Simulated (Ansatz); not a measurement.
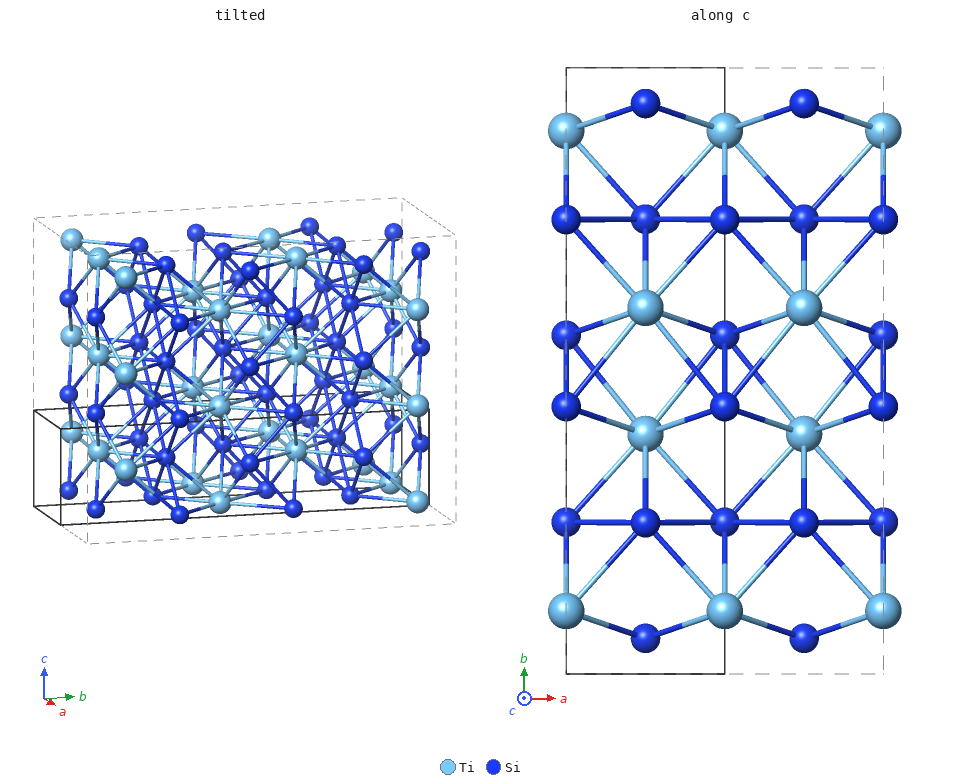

Shown here is a ball-and-stick view of the crystal, taken slightly off an axis and along the c axis. The structure is repeated 2×1×3 times; solid lines mark one conventional unit cell. Cell: a = 3.619 Å, b = 13.832 Å, c = 3.543 Å, α = 90.00°, β = 90.00°, γ = 90.00°.

Summary of the structure:

- Its composition is TiSi$_{2}$.
- Its lattice is base-centred orthorhombic, its space group Cmcm (No. 63).
- One cell contains 4 Ti, 8 Si, 12 atoms in all.
- Neighbours within bonding distance: Ti 10 and Si 8. Not all metal-metal contacts are counted.

Provenance: a structure listed in the Materials Project. It was relaxed with DFT PBE, scalar-relativistic, plane waves, PAW in Ansatz 0.2.0 under a constraint or pressure on the cell, so some stress remains.
